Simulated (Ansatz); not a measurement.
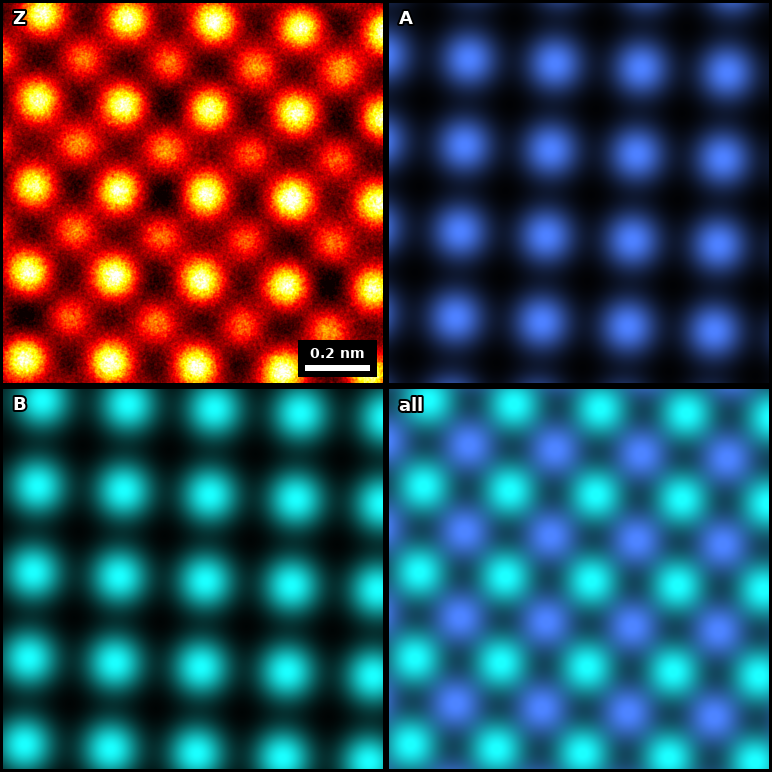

Si₂Ni (Fm-3m, No. 225) along [001]. Panel Z: Simulation: incoherent imaging, intensity Z^1.8 per atom, probe width 1.19 Å, thin sample. The probe carries 15 % of its weight in a tail 2.5 times as wide. Shot noise and the speckle of an amorphous layer were added. The other panels are simulated element maps (the number of atoms of one element along the beam, blurred by 1.5 Å; each on its own scale, no channelling); the last overlays them. Model: the geometry relaxed with Ansatz 0.2.0, DFT PBE, scalar-relativistic, plane waves, PAW.

```cif
data_structure
_symmetry_space_group_name_H-M 'Fm-3m'
_symmetry_Int_Tables_number 225
_cell_length_a 5.4468
_cell_length_b 5.4468
_cell_length_c 5.4468
_cell_angle_alpha 90.000
_cell_angle_beta 90.000
_cell_angle_gamma 90.000
_cell_volume 161.59
loop_
_atom_site_label
_atom_site_type_symbol
_atom_site_symmetry_multiplicity
_atom_site_Wyckoff_symbol
_atom_site_fract_x
_atom_site_fract_y
_atom_site_fract_z
_atom_site_occupancy
Si1 Si 8 c 0.25000 0.75000 0.75000 1
Ni1 Ni 4 a 0.00000 0.00000 0.00000 1
```

> Which element does each lettered map show?

A: Si, B: Ni. The projected cell (2.72 × 2.72 Å, 90°) holds 2 columns: 1 of Si and 1 of Ni. No column is shared by two of the mapped elements.
